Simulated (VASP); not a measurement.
```
Ge
1.0
     6.96834    0.00000    0.00000
     0.00000    6.96834    0.00000
     0.00000    0.00000    6.96834
Ge
16
Direct
  0.14945 0.14945 0.14945
  0.64945 0.64945 0.64945
  0.35055 0.14945 0.85055
  0.85055 0.64945 0.35055
  0.14945 0.85055 0.35055
  0.64945 0.35055 0.85055
  0.85055 0.35055 0.14945
  0.35055 0.85055 0.64945
  0.35055 0.35055 0.35055
  0.85055 0.85055 0.85055
  0.14945 0.35055 0.64945
  0.64945 0.85055 0.14945
  0.35055 0.64945 0.14945
  0.85055 0.14945 0.64945
  0.64945 0.14945 0.35055
  0.14945 0.64945 0.85055
```

Space group Ia-3; a structure from a database of computed crystals, not necessarily the ambient phase; computed pressure about 3 GPa in this cell.

The calculation used Kohn-Sham DFT of a periodic cell, PBE, VASP PAW PBE potentials, recommended (VASP 6.6.1).

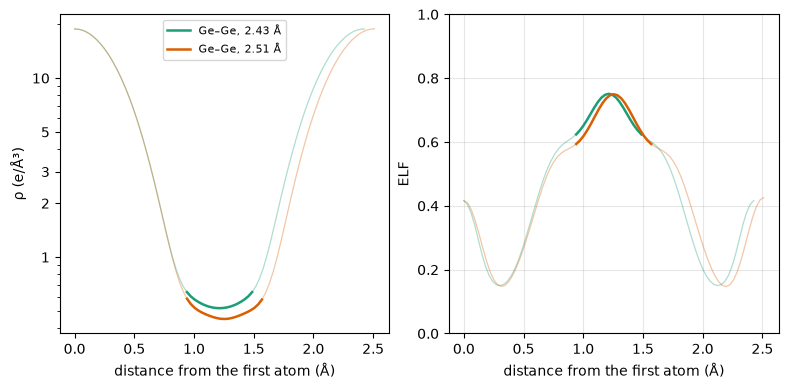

Ge. Valence pseudo-density and electron localisation function along straight lines between neighbouring atoms. Thin, pale parts lie inside the atomic spheres.

The density is the valence pseudo-density of a PAW calculation; it isn't the true density close to the nuclei.

Compare the contacts.

Answer. Ge–Ge (2.43 Å): ρ is about 0.52 e/Å³ halfway; the ELF peaks at about 0.75 between the atoms, as expected for a shared electron pair.
Ge–Ge (2.51 Å): ρ at the midpoint is about 0.45 e/Å³; the ELF peaks at about 0.75 between the atoms.
